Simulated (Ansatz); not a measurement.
**Run report: Ti, geometry relaxation (part 3 of 3)**

Ti (slab, 24 atoms in the cell); DFT PBE, scalar-relativistic, plane waves, PAW, no spin polarisation (Ansatz 0.2.0); cutoff 420 eV, 2×10×1 k-mesh, Gaussian smearing of 0.1 eV. The structure derives from an entry of the Crystallography Open Database. The input holds or restrains some coordinates. It belongs to a series of runs on one base structure; here: flat (0 0 1) slab.

Geometry of the input (Å; fractional positions):
```
19.5330  0.0000  0.0000
0.0000  3.2555  0.0000
0.0000  0.0000  18.5110
Ti 0.0000  0.0000  0.0810
Ti 0.0833  0.5000  0.1690
Ti 0.1667  0.0000  0.0810
Ti 0.2500  0.5000  0.1690
Ti 0.3333  0.0000  0.0810
Ti 0.4167  0.5000  0.1690
Ti 0.5000  0.0000  0.0810
Ti 0.5833  0.5000  0.1690
Ti 0.6667  0.0000  0.0810
Ti 0.7500  0.5000  0.1690
Ti 0.8333  0.0000  0.0810
Ti 0.9167  0.5000  0.1690
Ti 0.0000  0.0000  0.2569
Ti 0.0833  0.5000  0.3448
Ti 0.1667  0.0000  0.2569
Ti 0.2500  0.5000  0.3448
Ti 0.3333  0.0000  0.2569
Ti 0.4167  0.5000  0.3448
Ti 0.5000  0.0000  0.2569
Ti 0.5833  0.5000  0.3448
Ti 0.6667  0.0000  0.2569
Ti 0.7500  0.5000  0.3448
Ti 0.8333  0.0000  0.2569
Ti 0.9167  0.5000  0.3448
```

### File populations.tsv
```
# site	symbol	l	j	q
# orbitals = lowdin
# n_electrons = 288.000000
# spilling = 0.011320
0	Ti	0_3S	-	1.958100
0	Ti	0_4S	-	0.994202
0	Ti	1_3P	-	5.989495
0	Ti	2_3D	-	2.891152
1	Ti	0_3S	-	1.923323
1	Ti	0_4S	-	0.925833
1	Ti	1_3P	-	5.988032
1	Ti	2_3D	-	3.043870
2	Ti	0_3S	-	1.958100
2	Ti	0_4S	-	0.994202
2	Ti	1_3P	-	5.989495
2	Ti	2_3D	-	2.891152
3	Ti	0_3S	-	1.923323
3	Ti	0_4S	-	0.925833
3	Ti	1_3P	-	5.988032
3	Ti	2_3D	-	3.043870
4	Ti	0_3S	-	1.958100
4	Ti	0_4S	-	0.994202
4	Ti	1_3P	-	5.989495
4	Ti	2_3D	-	2.891152
5	Ti	0_3S	-	1.923323
5	Ti	0_4S	-	0.925833
5	Ti	1_3P	-	5.988032
5	Ti	2_3D	-	3.043870
6	Ti	0_3S	-	1.958100
6	Ti	0_4S	-	0.994202
6	Ti	1_3P	-	5.989495
6	Ti	2_3D	-	2.891152
7	Ti	0_3S	-	1.923323
7	Ti	0_4S	-	0.925833
7	Ti	1_3P	-	5.988032
7	Ti	2_3D	-	3.043870
8	Ti	0_3S	-	1.958100
8	Ti	0_4S	-	0.994202
8	Ti	1_3P	-	5.989495
8	Ti	2_3D	-	2.891152
9	Ti	0_3S	-	1.923323
9	Ti	0_4S	-	0.925833
9	Ti	1_3P	-	5.988032
9	Ti	2_3D	-	3.043870
10	Ti	0_3S	-	1.958100
10	Ti	0_4S	-	0.994202
10	Ti	1_3P	-	5.989495
10	Ti	2_3D	-	2.891152
11	Ti	0_3S	-	1.923323
11	Ti	0_4S	-	0.925833
11	Ti	1_3P	-	5.988032
11	Ti	2_3D	-	3.043870
12	Ti	0_3S	-	1.918984
12	Ti	0_4S	-	0.927570
12	Ti	1_3P	-	5.986582
12	Ti	2_3D	-	3.073583
13	Ti	0_3S	-	1.952053
13	Ti	0_4S	-	0.975231
13	Ti	1_3P	-	5.987612
13	Ti	2_3D	-	2.920996
14	Ti	0_3S	-	1.918984
14	Ti	0_4S	-	0.927570
14	Ti	1_3P	-	5.986582
14	Ti	2_3D	-	3.073583
15	Ti	0_3S	-	1.952053
15	Ti	0_4S	-	0.975231
15	Ti	1_3P	-	5.987612
15	Ti	2_3D	-	2.920996
16	Ti	0_3S	-	1.918984
16	Ti	0_4S	-	0.927570
16	Ti	1_3P	-	5.986582
16	Ti	2_3D	-	3.073583
17	Ti	0_3S	-	1.952053
17	Ti	0_4S	-	0.975231
17	Ti	1_3P	-	5.987612
17	Ti	2_3D	-	2.920996
18	Ti	0_3S	-	1.918984
18	Ti	0_4S	-	0.927570
18	Ti	1_3P	-	5.986582
18	Ti	2_3D	-	3.073583
19	Ti	0_3S	-	1.952053
19	Ti	0_4S	-	0.975231
19	Ti	1_3P	-	5.987612
19	Ti	2_3D	-	2.920996
20	Ti	0_3S	-	1.918984
20	Ti	0_4S	-	0.927570
20	Ti	1_3P	-	5.986582
20	Ti	2_3D	-	3.073583
21	Ti	0_3S	-	1.952053
21	Ti	0_4S	-	0.975231
21	Ti	1_3P	-	5.987612
21	Ti	2_3D	-	2.920996
22	Ti	0_3S	-	1.918984
22	Ti	0_4S	-	0.927570
22	Ti	1_3P	-	5.986582
22	Ti	2_3D	-	3.073583
23	Ti	0_3S	-	1.952053
23	Ti	0_4S	-	0.975231
23	Ti	1_3P	-	5.987612
23	Ti	2_3D	-	2.920996
```

### Trajectory as extended XYZ (Å, eV, eV/Å), 5 frames, from step=1 to step=5
```
24
Lattice="19.5330 0.0000 0.0000 0.0000 3.2555 0.0000 0.0000 0.0000 18.5110" Properties=species:S:1:pos:R:3:forces:R:3 step=1 energy=-59976.78876
Ti    0.0000    0.0000    1.5000    0.0000   0.0000   0.5853
Ti    1.6278    1.6278    3.1278    0.0000   0.0000  -0.3680
Ti    3.2555    0.0000    1.5000    0.0000   0.0000   0.5853
Ti    4.8833    1.6278    3.1278    0.0000   0.0000  -0.3680
Ti    6.5110    0.0000    1.5000    0.0000   0.0000   0.5853
Ti    8.1388    1.6278    3.1278    0.0000   0.0000  -0.3680
Ti    9.7665    0.0000    1.5000    0.0000   0.0000   0.5853
Ti   11.3943    1.6278    3.1278    0.0000   0.0000  -0.3680
Ti   13.0220    0.0000    1.5000    0.0000   0.0000   0.5853
Ti   14.6498    1.6278    3.1278    0.0000   0.0000  -0.3680
Ti   16.2775    0.0000    1.5000    0.0000   0.0000   0.5853
Ti   17.9053    1.6278    3.1278    0.0000   0.0000  -0.3680
Ti    0.0000    0.0000    4.7555    0.0000   0.0000   0.3680
Ti    1.6278    1.6278    6.3833    0.0000   0.0000  -0.5853
Ti    3.2555    0.0000    4.7555    0.0000   0.0000   0.3680
Ti    4.8833    1.6278    6.3833    0.0000   0.0000  -0.5853
Ti    6.5110    0.0000    4.7555    0.0000   0.0000   0.3680
Ti    8.1388    1.6278    6.3833    0.0000   0.0000  -0.5853
Ti    9.7665    0.0000    4.7555    0.0000   0.0000   0.3680
Ti   11.3943    1.6278    6.3833    0.0000   0.0000  -0.5853
Ti   13.0220    0.0000    4.7555    0.0000   0.0000   0.3680
Ti   14.6498    1.6278    6.3833    0.0000   0.0000  -0.5853
Ti   16.2775    0.0000    4.7555    0.0000   0.0000   0.3680
Ti   17.9053    1.6278    6.3833    0.0000   0.0000  -0.5853
24
Lattice="19.5330 0.0000 0.0000 0.0000 3.2555 0.0000 0.0000 0.0000 18.5110" Properties=species:S:1:pos:R:3:forces:R:3 step=2 energy=-59977.01585
Ti    0.0000    0.0000    1.5000    0.0000   0.0000   0.5391
Ti    1.6278    1.6278    3.1278    0.0000   0.0000  -0.3642
Ti    3.2555    0.0000    1.5000    0.0000   0.0000   0.5391
Ti    4.8833    1.6278    3.1278    0.0000   0.0000  -0.3642
Ti    6.5110    0.0000    1.5000    0.0000   0.0000   0.5391
Ti    8.1388    1.6278    3.1278    0.0000   0.0000  -0.3642
Ti    9.7665    0.0000    1.5000    0.0000   0.0000   0.5391
Ti   11.3943    1.6278    3.1278    0.0000   0.0000  -0.3642
Ti   13.0220    0.0000    1.5000    0.0000   0.0000   0.5391
Ti   14.6498    1.6278    3.1278    0.0000   0.0000  -0.3642
Ti   16.2775    0.0000    1.5000    0.0000   0.0000   0.5391
Ti   17.9053    1.6278    3.1278    0.0000   0.0000  -0.3642
Ti    0.0000    0.0000    4.7356    0.0000   0.0000  -0.3919
Ti    1.6278    1.6278    6.1907    0.0000   0.0000   0.2164
Ti    3.2555    0.0000    4.7356    0.0000   0.0000  -0.3919
Ti    4.8833    1.6278    6.1907    0.0000   0.0000   0.2164
Ti    6.5110    0.0000    4.7356    0.0000   0.0000  -0.3919
Ti    8.1388    1.6278    6.1907    0.0000   0.0000   0.2164
Ti    9.7665    0.0000    4.7356    0.0000   0.0000  -0.3919
Ti   11.3943    1.6278    6.1907    0.0000   0.0000   0.2164
Ti   13.0220    0.0000    4.7356    0.0000   0.0000  -0.3919
Ti   14.6498    1.6278    6.1907    0.0000   0.0000   0.2164
Ti   16.2775    0.0000    4.7356    0.0000   0.0000  -0.3919
Ti   17.9053    1.6278    6.1907    0.0000   0.0000   0.2164
24
Lattice="19.5330 0.0000 0.0000 0.0000 3.2555 0.0000 0.0000 0.0000 18.5110" Properties=species:S:1:pos:R:3:forces:R:3 step=3 energy=-59977.07827
Ti    0.0000    0.0000    1.5000    0.0000   0.0000   0.5536
Ti    1.6278    1.6278    3.1278    0.0000   0.0000  -0.4708
Ti    3.2555    0.0000    1.5000    0.0000   0.0000   0.5536
Ti    4.8833    1.6278    3.1278    0.0000   0.0000  -0.4708
Ti    6.5110    0.0000    1.5000    0.0000   0.0000   0.5536
Ti    8.1388    1.6278    3.1278    0.0000   0.0000  -0.4708
Ti    9.7665    0.0000    1.5000    0.0000   0.0000   0.5536
Ti   11.3943    1.6278    3.1278    0.0000   0.0000  -0.4708
Ti   13.0220    0.0000    1.5000    0.0000   0.0000   0.5536
Ti   14.6498    1.6278    3.1278    0.0000   0.0000  -0.4708
Ti   16.2775    0.0000    1.5000    0.0000   0.0000   0.5536
Ti   17.9053    1.6278    3.1278    0.0000   0.0000  -0.4708
Ti    0.0000    0.0000    4.6930    0.0000   0.0000  -0.0991
Ti    1.6278    1.6278    6.1906    0.0000   0.0000   0.0159
Ti    3.2555    0.0000    4.6930    0.0000   0.0000  -0.0991
Ti    4.8833    1.6278    6.1906    0.0000   0.0000   0.0159
Ti    6.5110    0.0000    4.6930    0.0000   0.0000  -0.0991
Ti    8.1388    1.6278    6.1906    0.0000   0.0000   0.0159
Ti    9.7665    0.0000    4.6930    0.0000   0.0000  -0.0991
Ti   11.3943    1.6278    6.1906    0.0000   0.0000   0.0159
Ti   13.0220    0.0000    4.6930    0.0000   0.0000  -0.0991
Ti   14.6498    1.6278    6.1906    0.0000   0.0000   0.0159
Ti   16.2775    0.0000    4.6930    0.0000   0.0000  -0.0991
Ti   17.9053    1.6278    6.1906    0.0000   0.0000   0.0159
24
Lattice="19.5330 0.0000 0.0000 0.0000 3.2555 0.0000 0.0000 0.0000 18.5110" Properties=species:S:1:pos:R:3:forces:R:3 step=4 energy=-59977.08728
Ti    0.0000    0.0000    1.5000    0.0000   0.0000   0.5519
Ti    1.6278    1.6278    3.1278    0.0000   0.0000  -0.5358
Ti    3.2555    0.0000    1.5000    0.0000   0.0000   0.5519
Ti    4.8833    1.6278    3.1278    0.0000   0.0000  -0.5358
Ti    6.5110    0.0000    1.5000    0.0000   0.0000   0.5519
Ti    8.1388    1.6278    3.1278    0.0000   0.0000  -0.5358
Ti    9.7665    0.0000    1.5000    0.0000   0.0000   0.5519
Ti   11.3943    1.6278    3.1278    0.0000   0.0000  -0.5358
Ti   13.0220    0.0000    1.5000    0.0000   0.0000   0.5519
Ti   14.6498    1.6278    3.1278    0.0000   0.0000  -0.5358
Ti   16.2775    0.0000    1.5000    0.0000   0.0000   0.5519
Ti   17.9053    1.6278    3.1278    0.0000   0.0000  -0.5358
Ti    0.0000    0.0000    4.6631    0.0000   0.0000  -0.0094
Ti    1.6278    1.6278    6.1670    0.0000   0.0000  -0.0068
Ti    3.2555    0.0000    4.6631    0.0000   0.0000  -0.0094
Ti    4.8833    1.6278    6.1670    0.0000   0.0000  -0.0068
Ti    6.5110    0.0000    4.6631    0.0000   0.0000  -0.0094
Ti    8.1388    1.6278    6.1670    0.0000   0.0000  -0.0068
Ti    9.7665    0.0000    4.6631    0.0000   0.0000  -0.0094
Ti   11.3943    1.6278    6.1670    0.0000   0.0000  -0.0068
Ti   13.0220    0.0000    4.6631    0.0000   0.0000  -0.0094
Ti   14.6498    1.6278    6.1670    0.0000   0.0000  -0.0068
Ti   16.2775    0.0000    4.6631    0.0000   0.0000  -0.0094
Ti   17.9053    1.6278    6.1670    0.0000   0.0000  -0.0068
24
Lattice="19.5330 0.0000 0.0000 0.0000 3.2555 0.0000 0.0000 0.0000 18.5110" Properties=species:S:1:pos:R:3:forces:R:3 step=5 energy=-59977.08728
Ti    0.0000    0.0000    1.5000    0.0000   0.0000   0.5520
Ti    1.6278    1.6278    3.1278    0.0000   0.0000  -0.5357
Ti    3.2555    0.0000    1.5000    0.0000   0.0000   0.5520
Ti    4.8833    1.6278    3.1278    0.0000   0.0000  -0.5357
Ti    6.5110    0.0000    1.5000    0.0000   0.0000   0.5520
Ti    8.1388    1.6278    3.1278    0.0000   0.0000  -0.5357
Ti    9.7665    0.0000    1.5000    0.0000   0.0000   0.5520
Ti   11.3943    1.6278    3.1278    0.0000   0.0000  -0.5357
Ti   13.0220    0.0000    1.5000    0.0000   0.0000   0.5520
Ti   14.6498    1.6278    3.1278    0.0000   0.0000  -0.5357
Ti   16.2775    0.0000    1.5000    0.0000   0.0000   0.5520
Ti   17.9053    1.6278    3.1278    0.0000   0.0000  -0.5357
Ti    0.0000    0.0000    4.6631    0.0000   0.0000  -0.0094
Ti    1.6278    1.6278    6.1670    0.0000   0.0000  -0.0068
Ti    3.2555    0.0000    4.6631    0.0000   0.0000  -0.0094
Ti    4.8833    1.6278    6.1670    0.0000   0.0000  -0.0068
Ti    6.5110    0.0000    4.6631    0.0000   0.0000  -0.0094
Ti    8.1388    1.6278    6.1670    0.0000   0.0000  -0.0068
Ti    9.7665    0.0000    4.6631    0.0000   0.0000  -0.0094
Ti   11.3943    1.6278    6.1670    0.0000   0.0000  -0.0068
Ti   13.0220    0.0000    4.6631    0.0000   0.0000  -0.0094
Ti   14.6498    1.6278    6.1670    0.0000   0.0000  -0.0068
Ti   16.2775    0.0000    4.6631    0.0000   0.0000  -0.0094
Ti   17.9053    1.6278    6.1670    0.0000   0.0000  -0.0068
```

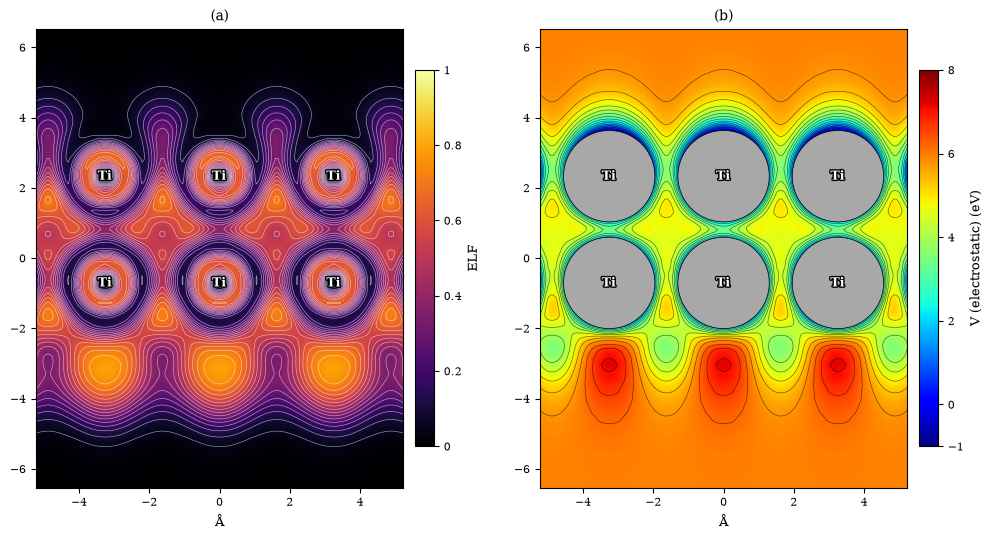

Figure 1. (a) electron localisation function; (b) electrostatic potential (local pseudopotential plus Hartree) felt by an electron on the (100) plane of the calculation cell, a cut from vacuum to vacuum. Grey discs, where drawn, cover atomic cores. The plane passes through Ti nuclei. Ti–Ti (3.04 Å): the ELF is about 0.40 at the midpoint (metallic bonding. The strong features right at Ti lie inside the PAW spheres (semicore, d or f shells) and say nothing about bonding. The fields are those of the smooth PAW valence density.

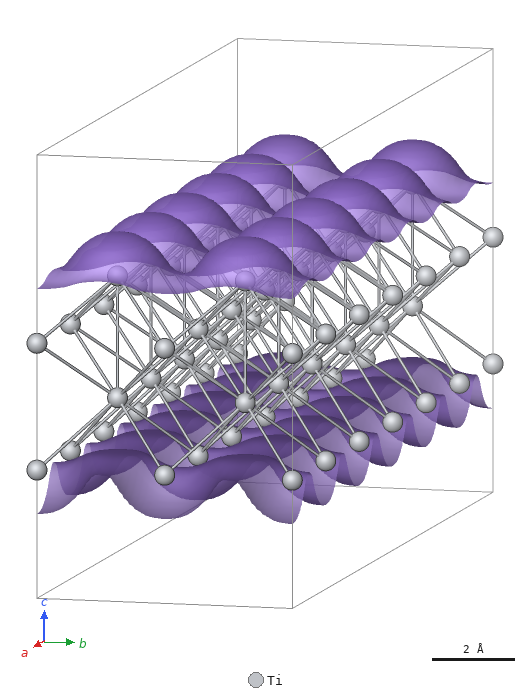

Figure 2. Isosurface of the valence charge density (pseudo) at 0.15 e/Å³ (purple), seen slightly off an axis. Sticks mark near contacts. At this value the density is joined into sheets; it holds about 95 % of the electrons treated as valence (semicore included). On the grid the lowest density along these lines, outside the cores, is 0.22 e/Å³ (Ti–Ti, 2.75 Å), 0.2 e/Å³ (Ti–Ti, 2.82 Å) and 0.21 e/Å³ (Ti–Ti, 3.04 Å).

### Key numbers

- outcome: converged under the restraints of the input
- electrons treated: 288
- free energy: −59977.0873 eV
- Fermi energy: 2.683 eV
- gap on the k-point mesh: none (metallic)
- final volume: 1177.11 Å³
- largest force (length of the vector) at the end, held atoms and coordinates included: 0.552 eV/Å
- wall time: 4.3 min (CPU time 16 min)
- peak memory: 4.5 GiB

### Remarks

The program warns: the exchange-correlation potential is rough where the density is thin.
